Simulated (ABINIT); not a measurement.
Run report: AlN, rpa calculation (part 4 of 4)

AlN (2 atoms in the cell); Kohn-Sham DFT of a periodic cell, PBEsol, PseudoDojo NC SR PBEsol v0.4.1 standard, RPA, no spin polarisation (ABINIT 10.8.3); cutoff 979.61 eV, 6×6×6 k-mesh, fixed occupations. The structure derives from a Materials Project entry.

Geometry of the input (Å; fractional positions):
```
0.0000  2.1840  2.1840
2.1840  0.0000  2.1840
2.1840  2.1840  0.0000
Al 0.0000  0.0000  0.0000
N  0.2500  0.2500  0.2500
```

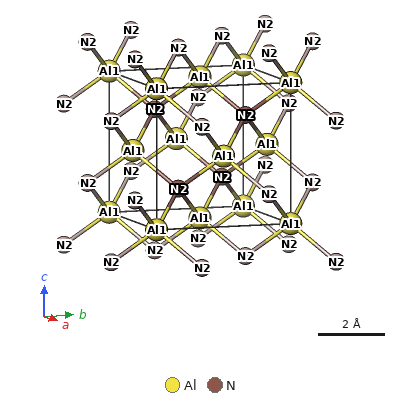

**Figure 1.** The structure (ball-and-stick view of the cell 4 times as large as that of the calculation, set on its symmetry axes, seen slightly off an axis; neighbours outside the cell are drawn fainter; atoms are numbered from 1 in the order of the input).

## Log, continued
```
 calculating chi0 at frequencies [eV] :
  1    0.000000E+00    0.000000E+00
  2    0.000000E+00    2.924234E+03
  3    0.000000E+00    5.403858E+02
  4    0.000000E+00    2.093093E+02
  5    0.000000E+00    1.046644E+02
  6    0.000000E+00    5.887764E+01
  7    0.000000E+00    3.500266E+01
  8    0.000000E+00    2.115438E+01
  9    0.000000E+00    1.257624E+01
 10    0.000000E+00    7.074607E+00
 11    0.000000E+00    3.537634E+00
 12    0.000000E+00    1.370242E+00
 13    0.000000E+00    2.532149E-01

--------------------------------------------------------------------------------
  q-point number  1        q = ( 0.000000, 0.000000, 0.000000) [r.l.u.]
--------------------------------------------------------------------------------
 For q-point:  0.000010 0.000020 0.000030
  dielectric constant =   4.4818
  dielectric constant without local fields =   4.9341

  Average fulfillment of the sum rule on Im[epsilon] for q-point    1 :     93.78  [%]
--------------------------------------------------------------------------------
  q-point number  2        q = ( 0.166667, 0.000000, 0.000000) [r.l.u.]
--------------------------------------------------------------------------------
  Average fulfillment of the sum rule on Im[epsilon] for q-point    2 :     97.75  [%]

--------------------------------------------------------------------------------
  q-point number  3        q = ( 0.333333, 0.000000, 0.000000) [r.l.u.]
--------------------------------------------------------------------------------
  Average fulfillment of the sum rule on Im[epsilon] for q-point    3 :     96.42  [%]

--------------------------------------------------------------------------------
  q-point number  4        q = ( 0.500000, 0.000000, 0.000000) [r.l.u.]
--------------------------------------------------------------------------------
  Average fulfillment of the sum rule on Im[epsilon] for q-point    4 :     95.89  [%]

--------------------------------------------------------------------------------
  q-point number  5        q = ( 0.166667, 0.166667, 0.000000) [r.l.u.]
--------------------------------------------------------------------------------
  Average fulfillment of the sum rule on Im[epsilon] for q-point    5 :     97.54  [%]

--------------------------------------------------------------------------------
  q-point number  6        q = ( 0.333333, 0.166667, 0.000000) [r.l.u.]
--------------------------------------------------------------------------------
  Average fulfillment of the sum rule on Im[epsilon] for q-point    6 :     96.53  [%]

--------------------------------------------------------------------------------
  q-point number  7        q = ( 0.500000, 0.166667, 0.000000) [r.l.u.]
--------------------------------------------------------------------------------
  Average fulfillment of the sum rule on Im[epsilon] for q-point    7 :     95.87  [%]

--------------------------------------------------------------------------------
  q-point number  8        q = (-0.333333, 0.166667, 0.000000) [r.l.u.]
--------------------------------------------------------------------------------
  Average fulfillment of the sum rule on Im[epsilon] for q-point    8 :     96.01  [%]

--------------------------------------------------------------------------------
  q-point number  9        q = (-0.166667, 0.166667, 0.000000) [r.l.u.]
--------------------------------------------------------------------------------
  Average fulfillment of the sum rule on Im[epsilon] for q-point    9 :     96.88  [%]

--------------------------------------------------------------------------------
  q-point number 10        q = ( 0.333333, 0.333333, 0.000000) [r.l.u.]
--------------------------------------------------------------------------------
  Average fulfillment of the sum rule on Im[epsilon] for q-point   10 :     96.14  [%]

--------------------------------------------------------------------------------
  q-point number 11        q = ( 0.500000, 0.333333, 0.000000) [r.l.u.]
--------------------------------------------------------------------------------
  Average fulfillment of the sum rule on Im[epsilon] for q-point   11 :     95.77  [%]

--------------------------------------------------------------------------------
  q-point number 12        q = (-0.333333, 0.333333, 0.000000) [r.l.u.]
--------------------------------------------------------------------------------
  Average fulfillment of the sum rule on Im[epsilon] for q-point   12 :     95.75  [%]

--------------------------------------------------------------------------------
  q-point number 13        q = ( 0.500000, 0.500000, 0.000000) [r.l.u.]
--------------------------------------------------------------------------------
  Average fulfillment of the sum rule on Im[epsilon] for q-point   13 :     95.70  [%]

--------------------------------------------------------------------------------
  q-point number 14        q = ( 0.500000, 0.333333, 0.166667) [r.l.u.]
--------------------------------------------------------------------------------
  Average fulfillment of the sum rule on Im[epsilon] for q-point   14 :     95.96  [%]

--------------------------------------------------------------------------------
  q-point number 15        q = (-0.333333, 0.333333, 0.166667) [r.l.u.]
--------------------------------------------------------------------------------
  Average fulfillment of the sum rule on Im[epsilon] for q-point   15 :     95.76  [%]

--------------------------------------------------------------------------------
  q-point number 16        q = (-0.333333, 0.500000, 0.166667) [r.l.u.]
--------------------------------------------------------------------------------
  Average fulfillment of the sum rule on Im[epsilon] for q-point   16 :     95.74  [%]

== END DATASET(S) ==============================================================
================================================================================

 -outvars: echo values of variables after computation  --------
            acell      5.8366710593E+00  5.8366710593E+00  5.8366710593E+00 Bohr
           etotal1    -1.2763064182E+01
           etotal3     0.0000000000E+00
           etotal4     0.0000000000E+00
           etotal5     0.0000000000E+00
            fcart1    -0.0000000000E+00 -0.0000000000E+00 -0.0000000000E+00
                      -0.0000000000E+00 -0.0000000000E+00 -0.0000000000E+00
            fcart3     0.0000000000E+00  0.0000000000E+00  0.0000000000E+00
                       0.0000000000E+00  0.0000000000E+00  0.0000000000E+00
            fcart4     0.0000000000E+00  0.0000000000E+00  0.0000000000E+00
                       0.0000000000E+00  0.0000000000E+00  0.0000000000E+00
            fcart5     0.0000000000E+00  0.0000000000E+00  0.0000000000E+00
                       0.0000000000E+00  0.0000000000E+00  0.0000000000E+00
            rprim      0.0000000000E+00  7.0710678120E-01  7.0710678120E-01
                       7.0710678120E-01  0.0000000000E+00  7.0710678120E-01
                       7.0710678120E-01  7.0710678120E-01  0.0000000000E+00
           strten1    -2.6550326590E-05 -2.6550326590E-05 -2.6550326590E-05
                       0.0000000000E+00  0.0000000000E+00  0.0000000000E+00
           strten3     0.0000000000E+00  0.0000000000E+00  0.0000000000E+00
                       0.0000000000E+00  0.0000000000E+00  0.0000000000E+00
           strten4     0.0000000000E+00  0.0000000000E+00  0.0000000000E+00
                       0.0000000000E+00  0.0000000000E+00  0.0000000000E+00
           strten5     0.0000000000E+00  0.0000000000E+00  0.0000000000E+00
                       0.0000000000E+00  0.0000000000E+00  0.0000000000E+00
           xangst      0.0000000000E+00  0.0000000000E+00  0.0000000000E+00
                       1.0919967791E+00  1.0919967791E+00  1.0919967791E+00
             xred      0.0000000000E+00  0.0000000000E+00  0.0000000000E+00
                       2.5000000000E-01  2.5000000000E-01  2.5000000000E-01
 Calculation completed.
```

## Summary

```csv
quantity,value
outcome,converged
space group (tolerance 0.01 Å),F-43m (216)
electrons treated,8
gap on the k-point mesh,3.19 eV
wall time,14 min
peak memory,0.41 GiB
```

## Remarks

Points of doubt noted for this run: bands and screening cutoff small; cutoff too low for stress; rpa lacks q0 head.
